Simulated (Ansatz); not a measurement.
# Single-point calculation of TaN

TaN (Amm2, 2 atoms in the cell), computed with DFT PBEsol, scalar-relativistic, plane waves, PAW, no spin polarisation (Ansatz 0.2.0).

The structure derives from an entry of the Crystallography Open Database. It belongs to a series of runs on one base structure; here: strain -0.0100 x Voigt [1, 0, 0, 0, 0, 0], atoms carried along. Figures and captions count atoms from 1; the log counts them from 0 in places.

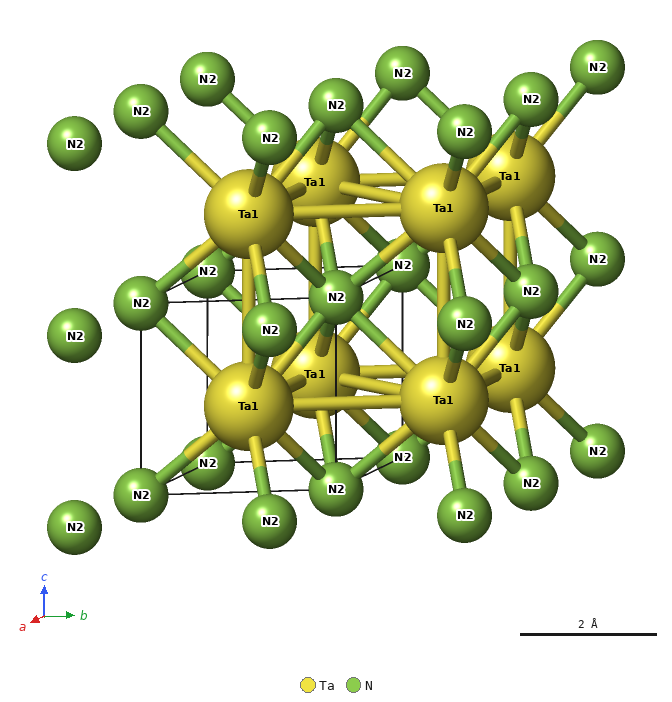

Figure 1. The structure as given in the input (ball-and-stick view of the cell of the calculation, repeated 2 × 2 × 2, seen slightly off an axis; atoms are numbered from 1 in the order of the input). An atom can appear more than once, as a periodic image.

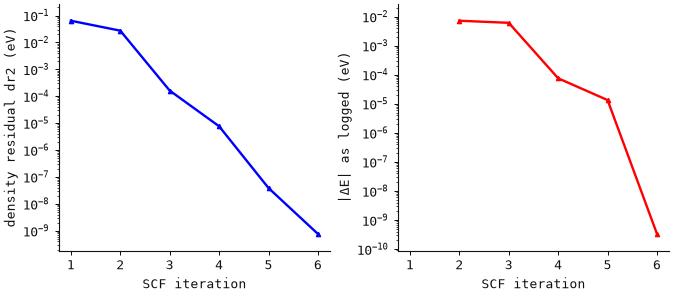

Figure 2. Convergence of the self-consistent field: density residual dr2 and size of the energy change against the SCF iteration. The residual falls at every step.

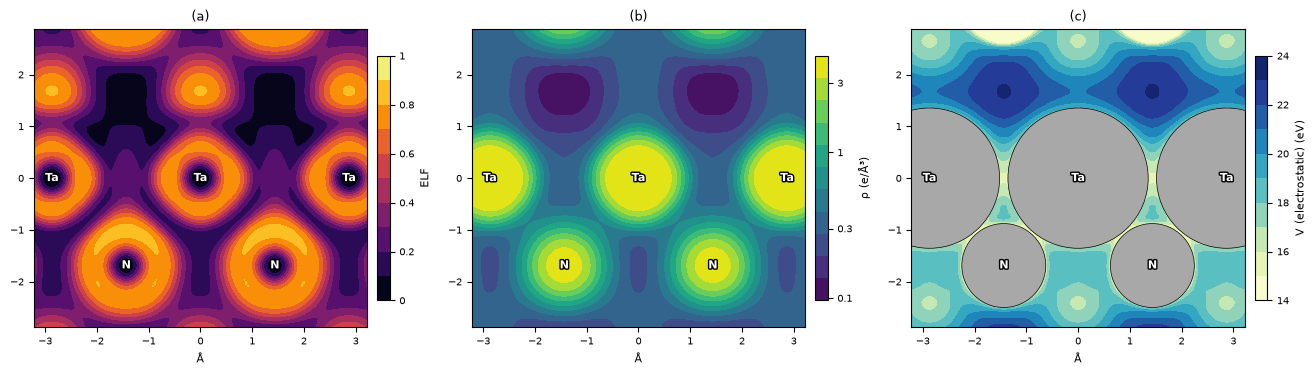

Figure 3. (a) ELF; (b) valence pseudo-density; (c) electrostatic potential (local pseudopotential plus Hartree) felt by an electron on the (010) plane of the conventional cell. Grey discs, where drawn, cover atomic cores. Ta–N (2.22 Å): ρ at the midpoint is about 0.56 e/Å³; the ELF is about 0.20 at the midpoint (no shared pair; the contact is polar). Ta–Ta (2.87 Å): ρ is about 0.3 e/Å³ halfway; the ELF is about 0.25 at the midpoint; no localised pair between them. Away from the nuclei the density in this plane falls to 0.1 e/Å³ at its lowest. The strong features right at Ta lie inside the PAW spheres (semicore, d or f shells) and say nothing about bonding. Outside the cores the potential energy rises away from the atoms and is highest about 1.7 Å from the nearest atoms; outside the discs it spans about 9 eV, and its zero is arbitrary. In a PAW calculation such maps are meaningful between the atoms, not at the nuclei.

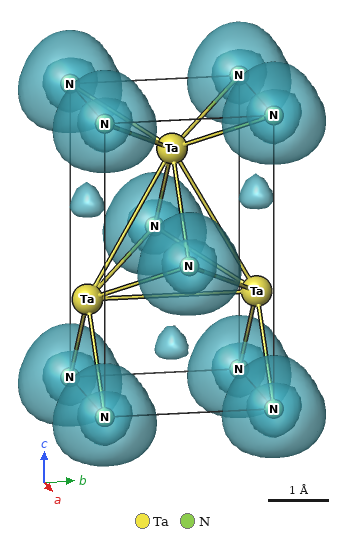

Figure 4. Isosurface of the electron localisation function at 0.7 (cyan), seen slightly off an axis. Core shells and regions of very low density are left out. Sticks mark near contacts. The outline is the cell set on symmetry axes. Profiles from the grid: Ta–N (2.21 Å): the ELF is about 0.20 at the midpoint; a polar contact without a shared pair, in a metal. Ta–Ta (2.87 Å): the ELF is about 0.25 at the midpoint (no shared electron pair).

These pictures come from the run below.

**Input**
```yaml
crystal:
  lattice:
    - [2.8947491543, 0.0, 0.0]
    - [-1.4473745772, 2.5322487931, 0.0]
    - [0.0, 0.0, 2.8707276427]
  atoms:
    - { symbol: Ta, position: [0.3333333333, 0.6666666667, 0.5] }
    - { symbol: "N", position: [0.0, 0.0, 0.0] }
basis:
  ecutwfc: 420
kpoints:
  mp_grid: { grid: [24, 24, 20] }
hamiltonian:
  xc: pbesol
scf:
  occupations: { method: gaussian, width: 0.15 }
output:
  forces: true
  stress: true
  eigenvalues: true
  write_density: true
  write_potential: true
  elf: true
  volumetric_format: npy
```

Launch command:
```bash
ansatz run input.yaml --threads 1 --pin off --max-ram 2560MiB --backend cpu --events-out ev --progress --plain --runs-dir out
```

**Log**
```
Engine: ansatz 0.2.0, x86_64-unknown-linux-gnu
Pseudopotentials: kind: paw
Pseudopotential: Ta, paw, valence charge 13, recommended cutoff 420 eV (normal), Ta.paw.azcp
Pseudopotential: N, paw, valence charge 5, recommended cutoff 420 eV (normal), N.paw.azcp
Functional definition: PBEsol
  exchange = pbesol_x
  correlation = pbesol_c
Crystal: 2 atoms, lattice volume = 21.043 Å³
Basis set: ecut = 420 eV, 405 PW (Γ), exchange–correlation on 40×40×40 points (8 copies of the dense FFT grid, shifted against one another)
Bands: 13, of which v1, the nominal top of the filled ones, is band 9 counted from 1 (8 counted from 0)
Symmetry: 4 space group operations
Space group: Amm2 (ITA 38), of the structure as read, at distance tolerance 2.8e-5 Å
k-points: 1727 of 11520 (time reversal used)
Non-local potential: Ta, projectors of the file, l = 0: 3, l = 1: 2, l = 2: 2, l = 3: 1
Non-local potential: N, projectors of the file, l = 0: 2, l = 1: 2, l = 2: 1
PAW form: soft (Blöchl's): semilocal exchange-correlation on the pseudo side does not see the compensation charge
PAW frozen core: Ta, regenerated for the run's functional, and the local potential with it (the file was generated under x = pbe(κ = 0.804, μ = 0.2195149727645171), c = pbe(β = 0.06672455060314922))
PAW frozen core: N, regenerated for the run's functional, and the local potential with it (the file was generated under x = pbe(κ = 0.804, μ = 0.2195149727645171), c = pbe(β = 0.06672455060314922))
PAW one-centre angular grid: Ta, 590 points (default); XC on 64 Gauss nodes
PAW one-centre angular grid: N, 110 points (default); XC on 64 Gauss nodes
Initial density: superposition of atomic densities (neutral atoms: chi_scale 0, normalization atom), corrected by the library's trained network
Initial wavefunctions: pseudopotential atomic-orbital guess
Functional: x = pbesol(κ = 0.804, μ = 0.12345679012345678), c = pbesol(β = 0.046)
SCF iter   1: F=—  HF=-10187.653011 eV  |F-HF|=—  |Δ(HF+E_count)|=         —  Δρ=1.79e-2  dr2=6.41e-2  ethr=1.77e-3  ⟨swp⟩=5.3  Hψ=110696  notcnv=0
preconditioner: auto → none  [metal: Δε(μ)=0.002 eV  Ē_g=11.181 eV  σ=0.150 eV  W_gap=0.01  n_scr=8 (ndim 8)  ℏωp=25.6 eV  f_vac=0.000  D(μ)=0.07/eV (n_scr^D=0)  sad-step TF]
SCF iter   2: F=—  HF=-10187.645835 eV  |F-HF|=—  |Δ(HF+E_count)|=   7.18e-3  Δρ=1.08e-2  dr2=2.74e-2  ethr=3.56e-4  ⟨swp⟩=1.0  Hψ=36267  notcnv=0
SCF iter   3: F=—  HF=-10187.639749 eV  |F-HF|=—  |Δ(HF+E_count)|=   6.09e-3  Δρ=1.15e-3  dr2=1.62e-4  ethr=1.52e-4  ⟨swp⟩=2.1  Hψ=28425  notcnv=0
SCF iter   4: F=—  HF=-10187.639674 eV  |F-HF|=—  |Δ(HF+E_count)|=   7.52e-5  Δρ=2.37e-4  dr2=7.64e-6  ethr=9.01e-7  ⟨swp⟩=2.0  Hψ=36487  notcnv=0
SCF iter   5: F=—  HF=-10187.639687 eV  |F-HF|=—  |Δ(HF+E_count)|=   1.34e-5  Δρ=1.97e-5  dr2=3.87e-8  ethr=4.24e-8  ⟨swp⟩=2.3  Hψ=31883  notcnv=0
SCF iter   6: F=-10187.639687 eV  HF=-10187.639687 eV  |F-HF|=8.55e-11  |Δ(HF+E_count)|=  3.33e-10  Δρ=3.46e-6  dr2=7.60e-10  ethr=2.15e-10  ⟨swp⟩=6.2  Hψ=135172  notcnv=0
the search or the solves at the SCF's close seem to have found levels that the self-consistency loop had missed (the run counts 6). By its estimate they hold under 1e-12 electrons; where the run keeps them, the occupations were computed again with them
SCF 1 converged in 6 iterations: F = -10187.639687 eV  dr2 = 7.60e-10
  greatest PAW one-centre occupation: 1.000 electrons in one spin orbital (limit 2), on the Ta atom at site 0 (counted from 0), in its partial waves of l = 0
SCF converged after 6 iterations
Free energy (F): -10187.639687 eV
Harris-Foulkes:  -10187.639687 eV  (|F-HF|=8.55e-11)
Internal energy: -10187.638943 eV  (E = F + TS)
E sigma→0 (E₀):  -10187.639315 eV
Entropy (-TS):   -0.000744 eV (-0.372 meV/atom)
Fermi energy:    20.591982 eV
--- Per-component energies (eV) ---
  E_band       = -45.271019
  E_kinetic    = 500.745274
  E_local      = -588.333093  (includes V_loc(G=0)·N_el)
  E_nonlocal   = 62.862501
  E_hartree    = 198.577452
  E_xc         = -278.479220
  E_vxc        = -282.414749  (∫ρ·V_xc dr)
  E_paw        = -8395.623959  (= ΣΔE_a)
  E_vpaw       = -135.285693  (= ΣTr[D̂ρ^β])
  E_aug_tail   = 0.000187  (compensation charges beyond the density's cutoff)
  E_ewald      = -1687.629831
  E_core_change = 0.241745  (= ΣΔE_core)
  E_smearing   = -0.000744  (= −TS)
  E_closure    = -0.000000  (closes the sum)
  Σ components = -10187.639687   (vs F -10187.639687, Δ=0.00e0)
--- Forces (eV/Å), atoms counted from 1 ---
  atom   1  Ta     0.00000000    -0.02336938     0.00000000
  atom   2  N     -0.00000000     0.02337138     0.00000000
  max |Σ_I F_I| component: 2.00e-6 eV/Å
--- Stress (GPa, compression-positive) ---
        6.977731       0.000000       0.000000
        0.000000       2.217039      -0.000000
        0.000000      -0.000000       1.659008
  P = ⅓ Tr σ = 3.6179 GPa (36.179 kbar)
--- Band table (eV; the first three rows and the last of 1727) ---
  k-point 0: bands = ["-47.7076", "-14.0686", "-13.7830", "-13.7595", "2.7247", "15.9139", "16.0477", "16.2714", "17.6308", "23.0372", "24.2112", "24.3470", "24.7048"]
  k-point 1: bands = ["-47.7063", "-14.0949", "-13.7809", "-13.7575", "2.7796", "15.9301", "16.0657", "16.0685", "17.8090", "23.1285", "23.7649", "23.8761", "25.0568"]
  k-point 2: bands = ["-47.7025", "-14.1707", "-13.7749", "-13.7514", "2.9405", "15.5598", "16.0057", "16.1292", "18.2249", "23.1083", "23.2216", "23.3877", "25.4236"]
  k-point 1726: bands = ["-47.5664", "-14.7574", "-14.5591", "-14.1337", "4.8484", "12.8329", "13.6774", "16.4197", "19.5255", "24.8296", "25.7517", "26.9555", "27.9568"]
```

**Summary**

```tsv
quantity	value
outcome	converged
space group (tolerance 0.01 Å)	Amm2 (38)
electrons treated	18
free energy	−10187.6397 eV
Fermi energy	20.592 eV
gap on the k-point mesh	none (metallic)
pressure	3.62 GPa
largest force (length of the vector)	0.023 eV/Å
hardware	1 thread of Intel Xeon (Granite Rapids), 192 GiB of memory available, shared host
wall time	26 s
peak memory	0.84 GiB
```

Spin–orbit coupling is left out, which matters for Ta.
